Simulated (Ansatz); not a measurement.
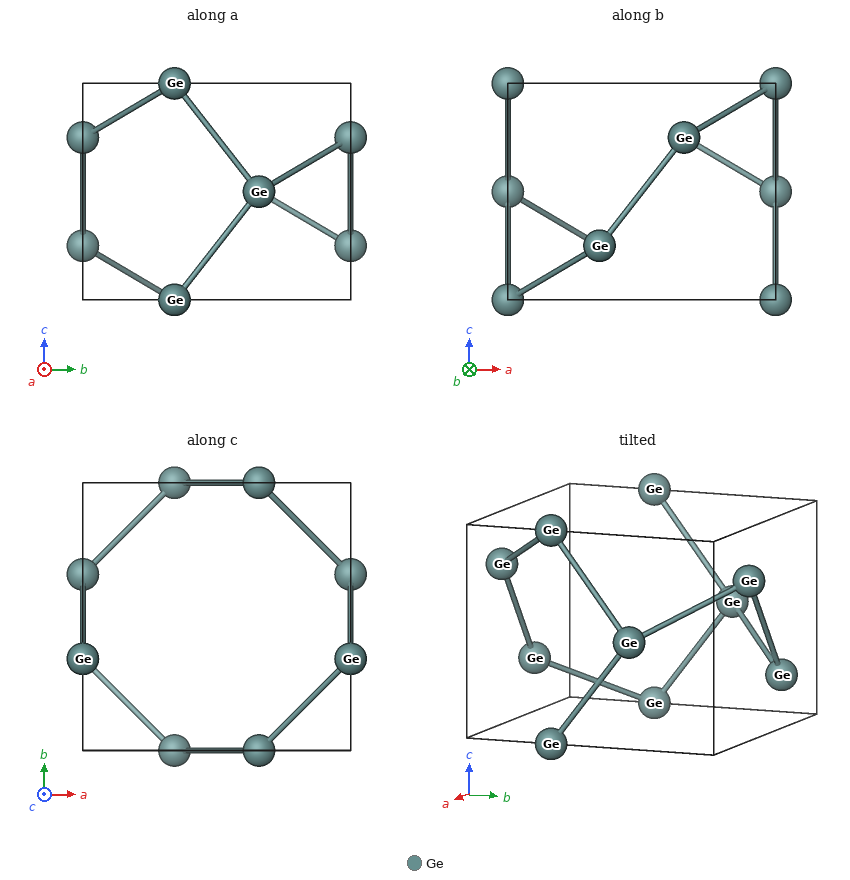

The image is a ball-and-stick drawing of a crystal, viewed along the a axis, along the b axis, along the c axis and slightly off an axis. The frame is the conventional unit cell; atoms at its boundary are shown with their periodic copies.

Lattice parameters: a = 4.891 Å, b = 4.891 Å, c = 3.954 Å, α = 90.00°, β = 90.00°, γ = 90.00°.

> Give the structure in the form of a table of Wyckoff sites, with free fractional coordinates to two decimals.

Space group P4_322 (No. 95).
| atom | site | x | y | z |
| --- | --- | --- | --- | --- |
| Ge | 4a | 0.34 | 0.00 | 0.25 |

The structure was taken from a structure type filled with this element by a generator (whether the element takes this form wasn't checked). A relaxation with DFT PBE, scalar-relativistic, plane waves, PAW in Ansatz 0.2.0 gave the geometry drawn.
